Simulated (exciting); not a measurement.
**A series of single points on Mg**

System: Mg (Fm-3m, 1 atom in the cell).
Method: Kohn-Sham DFT of a periodic cell, PBE, all-electron LAPW+lo, shipped species files, no spin polarisation (exciting sodium).

The 7 runs differ only in the geometry, by an even scaling of the cell at fixed fractional positions. The structure derives from a Materials Project entry.

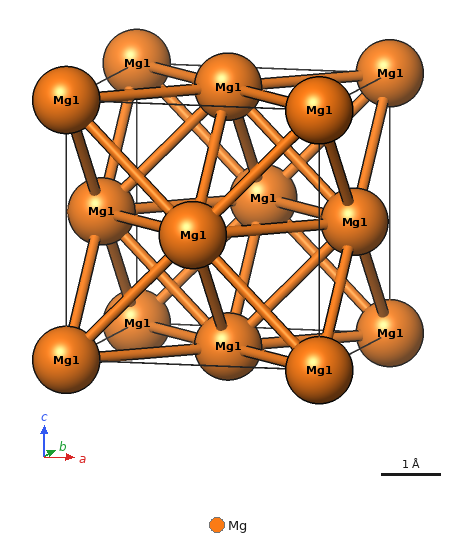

Figure 1. The structure of run 4 (ball-and-stick view of the cell 4 times as large as that of the calculation, set on its symmetry axes, seen slightly off an axis; atoms are numbered from 1 in the order of the input).

### Input of run 4
```
<input>
  <title>Mg</title>
  <structure speciespath="./" tshift="false">
    <crystal scale="1">
      <basevect>0.000000000000 4.241029193548 4.241029193548</basevect>
      <basevect>4.241029193548 0.000000000000 4.241029193548</basevect>
      <basevect>4.241029193548 4.241029193548 0.000000000000</basevect>
    </crystal>
    <species speciesfile="Mg.xml" rmt="2">
      <atom coord="0.000000000000 0.000000000000 0.000000000000"/>
    </species>
  </structure>
  <groundstate do="fromscratch" ngridk="10 10 10" rgkmax="7.5" gmaxvr="14" lmaxapw="10" lmaxmat="10" lmaxvr="8" xctype="GGA_PBE" stype="Fermi Dirac" swidth="0.00183747" nempty="8" ValenceRelativity="iora*" epsengy="1e-05" epspot="1e-05" maxscl="60" tforce="true" outputlevel="normal"/>
</input>
```

Command:
```bash
OMP_NUM_THREADS=1 exciting_smp
```

Run 5 has the same physical settings and fractional positions; its lattice vectors (Å) are:
```
   0.000000    2.259119    2.259119
   2.259119    0.000000    2.259119
   2.259119    2.259119    0.000000
```

### Results, with one run withheld

```csv
run,volume per atom (Å³),"free energy per atom, from the lowest run given (meV)"
1,21.251,17.87
2,21.703,9.77
3,22.155,3.80
4,22.607,0.58
5,23.059,?
6,23.512,0.00
7,23.964,2.45
```

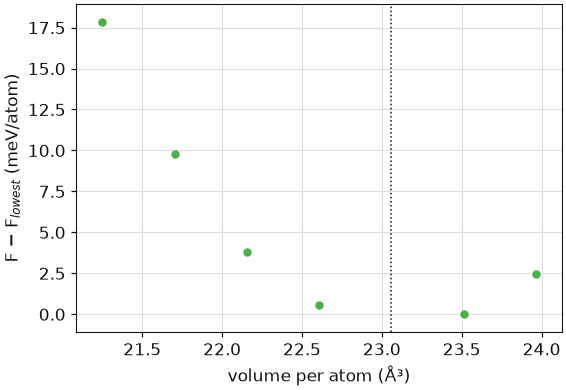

Figure 2. Free energy per atom of the runs given; the dotted line marks run 5.

Fit the runs given and predict run 5.

A cubic polynomial in V^(−2/3) (the Birch–Murnaghan form), fitted to the 6 runs given, misses them by at most 0.13 meV per atom. With x = V^(−2/3) − 0.12548 Å⁻², it reads F = 1.1591 + 1675.3 x + 3.6826e+05 x² − 8.61e+05 x³ (meV per atom). At run 5 it gives −0.72 meV per atom, and the run itself gives −0.67. The fit has its minimum at 23.119 Å³ per atom, where V d²F/dV² gives 35 GPa: the bulk modulus at this level, since symmetry fixes the shape and the positions.

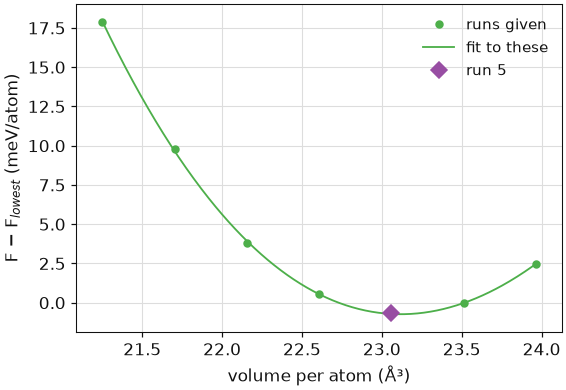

Figure 3. The fit and the withheld run.

### Some lines of the output (run 5)
```
[...]
 Fermi energy                               :         0.13124450
 DOS at Fermi energy (states/Ha/cell)       :        12.92564356
 Absolute change in total energy   (target) :  0.213873E-03  ( 0.100000E-04)
 Total energy                               :      -200.33367209
 Fermi energy                               :         0.13124449
 DOS at Fermi energy (states/Ha/cell)       :        12.92564521
 Absolute change in total energy   (target) :  0.114357E-04  ( 0.100000E-04)
 Total energy                               :      -200.33367134
 DOS at Fermi energy (states/Ha/cell)       :        12.92564565
 Absolute change in total energy   (target) :  0.749776E-06  ( 0.100000E-04)
 Total energy                               :      -200.33367138
 DOS at Fermi energy (states/Ha/cell)       :        12.92564568
 Absolute change in total energy   (target) :  0.336626E-07  ( 0.100000E-04)
 Total energy                               :      -200.33367139
```
